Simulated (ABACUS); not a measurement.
# Single-point calculation at one volume of an equation of state of MoS2 (part 2 of 2)

Continued. System: MoS2 (3 atoms in the cell). Method: Kohn-Sham DFT of a periodic cell, LDA, PseudoDojo NC SR 0.4.1 LDA stringent, no spin polarisation (ABACUS 3.10.1); cutoff 1102.06 eV, 8×8×8 k-mesh, fermi-dirac of 0.05 eV. The structure derives from an entry of the Crystallography Open Database. It belongs to a series of runs on one base structure; here: volume scaled by 0.98.

Geometry of the input (Å; fractional positions):
```
1.5694  0.9061  6.1087
-1.5694  0.9061  6.1087
0.0000  -1.8122  6.1087
Mo 0.0000  0.0000  0.0000
S  0.4170  0.4170  0.4170
S  0.2500  0.2500  0.2500
```

**What the program printed, continued**
```
----------------------------------------------------------
 E_KohnSham     -184.8452036923      -2514.9480181865
 E_Harris       -169.1831529848      -2301.8548861996
 E_Fermi        0.7678087490         10.4465739603
----------------------------------------------------------

 PW ALGORITHM --------------- ION=   1  ELEC=   3--------------------------------

 Density error is 0.0667587087358
                          Error Threshold = 0.00186458939971
----------------------------------------------------------
     Energy           Rydberg                 eV
----------------------------------------------------------
 E_KohnSham     -185.1769146755      -2519.4611776469
 E_Harris       -188.1171122217      -2559.4646175209
 E_Fermi        0.8776403307         11.9409092920
----------------------------------------------------------

 PW ALGORITHM --------------- ION=   1  ELEC=   4--------------------------------

 Density error is 0.00179887466952
                          Error Threshold = 0.000256764264368
----------------------------------------------------------
     Energy           Rydberg                 eV
----------------------------------------------------------
 E_KohnSham     -185.1832849655      -2519.5478498890
 E_Harris       -185.6011010520      -2525.2325293807
 E_Fermi        0.8641423566         11.7572599331
----------------------------------------------------------

 PW ALGORITHM --------------- ION=   1  ELEC=   5--------------------------------

 Density error is 0.00035291071303
                          Error Threshold = 6.91874872891e-06
----------------------------------------------------------
     Energy           Rydberg                 eV
----------------------------------------------------------
 E_KohnSham     -185.1837891439      -2519.5547095874
 E_Harris       -184.9631194358      -2516.5523441818
 E_Fermi        0.8604637937         11.7072105165
----------------------------------------------------------

 PW ALGORITHM --------------- ION=   1  ELEC=   6--------------------------------

 Density error is 1.47121438056e-05
                          Error Threshold = 1.35734889627e-06
----------------------------------------------------------
     Energy           Rydberg                 eV
----------------------------------------------------------
 E_KohnSham     -185.1838191898      -2519.5551183831
 E_Harris       -185.1397163846      -2518.9550689341
 E_Fermi        0.8615374121         11.7218178454
----------------------------------------------------------

 PW ALGORITHM --------------- ION=   1  ELEC=   7--------------------------------

 Density error is 6.70725868e-07
                          Error Threshold = 5.65851684832e-08
----------------------------------------------------------
     Energy           Rydberg                 eV
----------------------------------------------------------
 E_KohnSham     -185.1838226178      -2519.5551650234
 E_Harris       -185.1881457604      -2519.6139843953
 E_Fermi        0.8617790996         11.7251061718
----------------------------------------------------------

 PW ALGORITHM --------------- ION=   1  ELEC=   8--------------------------------

 Density error is 2.83464344685e-07
                          Error Threshold = 2.57971487692e-09
----------------------------------------------------------
     Energy           Rydberg                 eV
----------------------------------------------------------
 E_KohnSham     -185.1838227525      -2519.5551668562
 E_Harris       -185.1897484397      -2519.6357899670
 E_Fermi        0.8617973918         11.7253550499
----------------------------------------------------------

 PW ALGORITHM --------------- ION=   1  ELEC=   9--------------------------------

 Density error is 2.0853390287e-08
                          Error Threshold = 1.09024747956e-09
----------------------------------------------------------
     Energy           Rydberg                 eV
----------------------------------------------------------
 E_KohnSham     -185.1838227705      -2519.5551671010
 E_Harris       -185.1853064935      -2519.5753541880
 E_Fermi        0.8617819067         11.7251443650
----------------------------------------------------------

 PW ALGORITHM --------------- ION=   1  ELEC=  10--------------------------------

 Density error is 1.98082695711e-09
                          Error Threshold = 8.02053472578e-11
----------------------------------------------------------
     Energy           Rydberg                 eV
----------------------------------------------------------
 E_KohnSham     -185.1838227748      -2519.5551671598
 E_KS(sigma->0) -185.1838227031      -2519.5551661843
 E_Harris       -185.1833140734      -2519.5482459221
 E_band         -10.9882492359       -149.5028006522
 E_one_elec     -86.8931793735       -1182.2423568156
 E_Hartree      54.7947538610        745.5208730169
 E_xc           -33.3312568436       -453.4950145750
 E_Ewald        -119.7541402753      -1629.3386668350
 E_entropy(-TS) -0.0000001434        -0.0000019511
 E_descf        0.0000000000         0.0000000000
 E_exx          0.0000000000         0.0000000000
 E_Fermi        0.8617722253         11.7250126421
----------------------------------------------------------

 charge density convergence is achieved
 final etot is -2519.5551672 eV
 EFERMI = 11.725012642 eV

 STATE ENERGY(eV) AND OCCUPATIONS    NSPIN == 1
 1/17 kpoint (Cartesian) = 0.0000 0.0000 0.0000 (4335 pws)
       1       -50.1392     0.00390625
       2       -24.3918     0.00390625
       3       -24.1232     0.00390625
       4       -24.1232     0.00390625
       5       -3.93782     0.00390625
       6       -2.11967     0.00390625
       7        4.09217     0.00390625
       8        7.71550     0.00390625
       9        7.71550     0.00390625
      10        8.89477     0.00390625
      11        8.89477     0.00390625
      12        9.99325     0.00390625
      13        10.0690     0.00390625
      14        13.3406    3.62519e-17
      15        13.3406    3.62519e-17
      16        13.8104    3.00657e-21
      17        13.8104    3.00657e-21

 2/17 kpoint (Cartesian) = 0.039824 0.022993 0.0068208 (4344 pws)
       1       -50.1324      0.0234375
       2       -24.3784      0.0234375
       3       -24.1903      0.0234375
       4       -24.1383      0.0234375
       5       -3.68697      0.0234375
       6       -2.04858      0.0234375
       7        4.37163      0.0234375
       8        7.23547      0.0234375
       9        7.97700      0.0234375
      10        8.14427      0.0234375
      11        8.53012      0.0234375
      12        9.94735      0.0234375
      13        10.2908      0.0234375
      14        13.0757    4.34355e-14
      15        13.2760    7.90259e-16
      16        13.5404    3.99714e-18
      17        13.7490    6.16096e-20

 3/17 kpoint (Cartesian) = 0.079648 0.045985 0.013642 (4342 pws)
       1       -50.1160      0.0234375
       2       -24.3496      0.0234375
       3       -24.3459      0.0234375
       4       -24.1746      0.0234375
       5       -3.02086      0.0234375
       6       -1.86001      0.0234375
       7        4.86394      0.0234375
       8        6.46301      0.0234375
       9        7.00839      0.0234375
      10        7.84696      0.0234375
      11        8.64463      0.0234375
      12        9.59345      0.0234375
      13        9.73130      0.0234375
      14        12.4855    5.80864e-09
      15        13.1011    2.61683e-14
      16        13.8940    3.38972e-21
      17        14.3911    1.63040e-25

 4/17 kpoint (Cartesian) = 0.11947 0.068978 0.020463 (4317 pws)
       1       -50.0995      0.0234375
       2       -24.5050      0.0234375
       3       -24.3133      0.0234375
       4       -24.2107      0.0234375
       5       -2.22141      0.0234375
       6       -1.64308      0.0234375
       7        4.65252      0.0234375
       8        5.92305      0.0234375
       9        6.33451      0.0234375
      10        7.31776      0.0234375
      11        9.08274      0.0234375
      12        9.34334      0.0234375
      13        9.44786      0.0234375
      14        12.8853    1.95918e-12
      15        12.8923    1.70119e-12
      16        14.5700    4.55764e-27
      17        14.7570    1.08220e-28

 5/17 kpoint (Cartesian) = 0.15930 0.091970 0.027283 (4296 pws)
       1       -50.0926      0.0117188
       2       -24.5684      0.0117188
       3       -24.2997      0.0117188
       4       -24.2255      0.0117188
       5       -1.81998      0.0117188
       6       -1.54785      0.0117188
       7        4.37100      0.0117188
       8        5.56712      0.0117188
       9        6.11828      0.0117188
      10        7.12630      0.0117188
      11        8.92743      0.0117188
      12        9.62615      0.0117188
      13        9.73405      0.0117188
      14        12.8936    8.29908e-13
      15        13.3179    1.71139e-16
      16        14.7576    5.35023e-29
      17        14.8482    8.73824e-30

 6/17 kpoint (Cartesian) = 0.0000 0.045985 0.013642 (4359 pws)
       1       -50.1324      0.0234375
       2       -24.3784      0.0234375
       3       -24.1903      0.0234375
       4       -24.1383      0.0234375
       5       -3.67679      0.0234375
       6       -2.06764      0.0234375
       7        4.41062      0.0234375
       8        7.24172      0.0234375
       9        7.96981      0.0234375
      10        8.11203      0.0234375
      11        8.54455      0.0234375
      12        9.79067      0.0234375
      13        10.4134      0.0234375
      14        13.0821    3.82655e-14
      15        13.3152    3.61063e-16
      16        13.4681    1.69528e-17
      17        13.7939    2.51150e-20

[... levels at 11 further k points ...]

------------------------------------------------------------------------------------------
 TOTAL-FORCE (eV/Angstrom)
------------------------------------------------------------------------------------------
                       Mo1         0.0000000000         0.0000000000         0.0879676924
                        S1         0.0000000000         0.0000000000         0.3780826716
                        S2         0.0000000000         0.0000000000        -0.4660503640
------------------------------------------------------------------------------------------

----------------------------------------------------------------
 TOTAL-STRESS (KBAR)
----------------------------------------------------------------
         0.4578383677         0.0000000000         0.0000000000
         0.0000000000         0.4578383677        -0.0000000000
        -0.0000000000        -0.0000000000        29.5879192048
----------------------------------------------------------------
 TOTAL-PRESSURE: 10.167865 KBAR

 --------------------------------------------
 !FINAL_ETOT_IS -2519.5551671598295798 eV
 --------------------------------------------
```

**Standard output**
```
ABACUS v3.10.1

               Atomic-orbital Based Ab-initio Computation at UStc

 dft_functional readin is: pz
 dft_functional in pseudopot file is: SLAPWNOGXNOGC
 Please make sure this is what you need
 dft_functional readin is: pz
 dft_functional in pseudopot file is: SLAPWNOGXNOGC
 Please make sure this is what you need

%%%%%%%%%%%%%%%%%%%%%%%%%%%%%%%%%%%%%%%%%%%%%%%%%%%%%%%%%%%%%%%%%%%%%%%%%%%%%%%%%%%%%%%%%%%%%%%%%%%%%%%%%
 Warning: the number of valence electrons in pseudopotential > 6 for Mo: [Kr] 4d5 5s1
 Pseudopotentials with additional electrons can yield (more) accurate outcomes, but may be less efficient.
 If you're confident that your chosen pseudopotential is appropriate, you can safely ignore this warning.
%%%%%%%%%%%%%%%%%%%%%%%%%%%%%%%%%%%%%%%%%%%%%%%%%%%%%%%%%%%%%%%%%%%%%%%%%%%%%%%%%%%%%%%%%%%%%%%%%%%%%%%%%

 UNIFORM GRID DIM        : 72 * 72 * 72
 UNIFORM GRID DIM(BIG)   : 72 * 72 * 72
 ---------------------------------------------------------
 Self-consistent calculations for electrons
 ---------------------------------------------------------
 SPIN    KPOINTS         PROCESSORS  THREADS
 1       65              4           4
 ---------------------------------------------------------
 Use plane wave basis
 ---------------------------------------------------------
 ELEMENT NATOM       XC
 Mo      1
 S       2
 ---------------------------------------------------------
 Initial plane wave basis and FFT box
 ---------------------------------------------------------
 -------------------------------------------
 SELF-CONSISTENT :
 -------------------------------------------
 START CHARGE      : atomic
 ITER       ETOT/eV          EDIFF/eV         DRHO     TIME/s
 DA1     -2.51647815e+03   0.00000000e+00   4.8479e-01   5.36
 DA2     -2.51494802e+03   1.53012843e+00   2.0074e+00   5.38
 DA3     -2.51946118e+03  -4.51315946e+00   6.6759e-02   4.71
 DA4     -2.51954785e+03  -8.66722421e-02   1.7989e-03   4.05
 DA5     -2.51955471e+03  -6.85969835e-03   3.5291e-04   4.99
 DA6     -2.51955512e+03  -4.08795726e-04   1.4712e-05   3.98
 DA7     -2.51955517e+03  -4.66403182e-05   6.7073e-07   5.02
 DA8     -2.51955517e+03  -1.83284300e-06   2.8346e-07   4.96
 DA9     -2.51955517e+03  -2.44807940e-07   2.0853e-08   3.85
 DA10    -2.51955517e+03  -5.87802938e-08   1.9808e-09   5.14
----------------------------------------------------------------
 TOTAL-STRESS (KBAR)
----------------------------------------------------------------
         0.4578383677         0.0000000000         0.0000000000
         0.0000000000         0.4578383677        -0.0000000000
        -0.0000000000        -0.0000000000        29.5879192048
----------------------------------------------------------------
 TOTAL-PRESSURE: 10.167865 KBAR
```

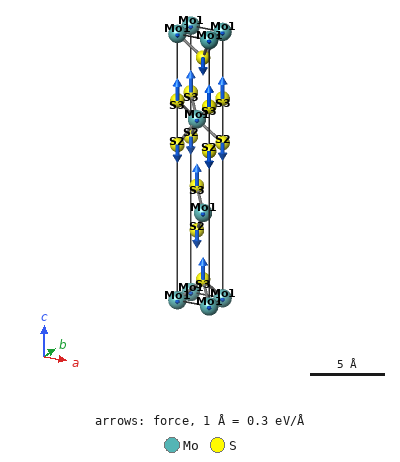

Figure 1. Forces on the atoms as blue arrows (ball-and-stick view of the cell 3 times as large as that of the calculation, set on its symmetry axes, seen slightly off an axis; atoms are numbered from 1 in the order of the input). The largest act on S3 (0.47 eV/Å); S2 (0.38 eV/Å). The geometry is not a stationary point of this energy.

**Results in brief**

| quantity | value |
| --- | --- |
| outcome | converged |
| space group (tolerance 0.01 Å) | R3m (160) |
| electrons treated | 26 |
| free energy | −2519.5552 eV |
| Fermi energy | 11.725 eV |
| gap on the k-point mesh | 0.94 eV |
| pressure | 1.02 GPa |
| largest force (length of the vector) | 0.466 eV/Å |
| hardware | 4 threads of Intel Xeon (Granite Rapids), 32 GiB of memory available, shared host |
| wall time | 49 s (CPU time 3.2 min) |
| peak memory | 0.64 GiB |
